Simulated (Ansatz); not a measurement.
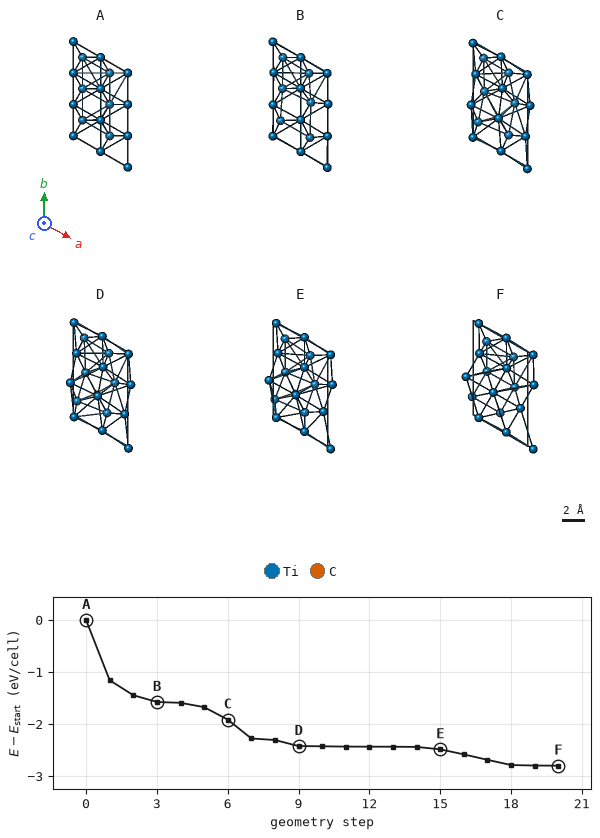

Frames of a relaxation of a defect cell of composition Ti12C, marked on the history of the run. Style: ball-and-stick. Shown: the cell of the calculation, along the c axis.

It is an interstitial C in hcp Ti. The run prepares an end point of a later path (interstitial hop) calculation, from a guessed geometry.

Theory: DFT PBE, scalar-relativistic, plane waves, PAW (Ansatz).

Input
```yaml
crystal:
  lattice:
    - [5.9, 0.0, 0.0]
    - [-4.425, 7.664325, 0.0]
    - [0.0, 0.0, 4.6846]
  atoms:
    - { symbol: Ti, position: [0.0, 0.0, 0.0] }
    - { symbol: Ti, position: [0.1666667, 0.2222222, 0.5] }
    - { symbol: Ti, position: [0.0, 0.3333333, 0.0] }
    - { symbol: Ti, position: [0.1666667, 0.5555556, 0.5] }
    - { symbol: Ti, position: [0.0, 0.6666667, 0.0] }
    - { symbol: Ti, position: [0.1666667, 0.8888889, 0.5] }
    - { symbol: Ti, position: [0.5, 0.0, 0.0] }
    - { symbol: Ti, position: [0.6666667, 0.2222222, 0.5] }
    - { symbol: Ti, position: [0.5, 0.3333333, 0.0] }
    - { symbol: Ti, position: [0.6666667, 0.5555556, 0.5] }
    - { symbol: Ti, position: [0.5, 0.6666667, 0.0] }
    - { symbol: Ti, position: [0.6666667, 0.8888889, 0.5] }
    - { symbol: C, position: [0.4882714, 0.333245, 0.621301] }
basis:
  ecutwfc: 420.0
kpoints:
  mp_grid: { grid: [4, 3, 5] }
hamiltonian:
  xc: pbe
scf:
  occupations: { method: gaussian, width: 0.15 }
  lower_state_search: "off"
relax:
  f_tol: 0.03
  max_steps: 60
  adjacent_minimum: "off"
```

Command:
```bash
ansatz run input.yaml --threads 4 --pin off --max-ram 10240MiB --backend cpu --events-out ev --progress --plain --runs-dir out
```

### Describe the path.

The largest move is that of C13, 1.00 Å along [−3 1 −3]. Largest moves by element: C 1.00 Å, Ti 0.99 Å. The cell stays as it was. Near-neighbour distances that change, for instance: Ti4–C13 3.395 → 2.054 Å, Ti2–Ti10 2.950 → 4.083 Å, Ti2–Ti7 4.134 → 3.032 Å, Ti1–Ti3 2.950 → 4.028 Å. New bonds form, among them: Ti1–Ti8 (4.13 → 3.11 Å), Ti1–Ti8 (4.13 → 3.13 Å), Ti2–Ti7 (4.13 → 3.03 Å), Ti2–Ti7 (4.13 → 3.05 Å). Bonds break, among them: Ti2–Ti10 (2.95 → 4.08 Å), Ti4–Ti8 (2.95 → 3.97 Å). Among the angles between lasting bonds that change: Ti2–C13–Ti10 113.0° → 177.5°, Ti8–C13–Ti10 107.9° → 85.3°, Ti2–C13–Ti9 111.0° → 90.8°. Over 20 geometry steps the energy falls by 2.796 eV per cell of the calculation. Largest force component: 4.6 eV/Å at the start, 0.024 eV/Å at the end. From step 0 to 3: C13 moves most (0.37 Å), energy −1.573 eV per cell of the calculation. From step 3 to 6: C13 moves most (0.54 Å), energy −0.337 eV per cell of the calculation. From step 6 to 9: C13 moves most (0.31 Å), energy −0.508 eV per cell of the calculation. From step 9 to 15: Ti atoms move most (0.28 Å), energy −62.9 meV per cell of the calculation. From step 15 to 20: Ti8 moves most (0.45 Å), energy −0.314 eV per cell of the calculation.

Limits of the set-up: the periodic images lie only 4.7 Å apart, so the values are limited by the cell's size.
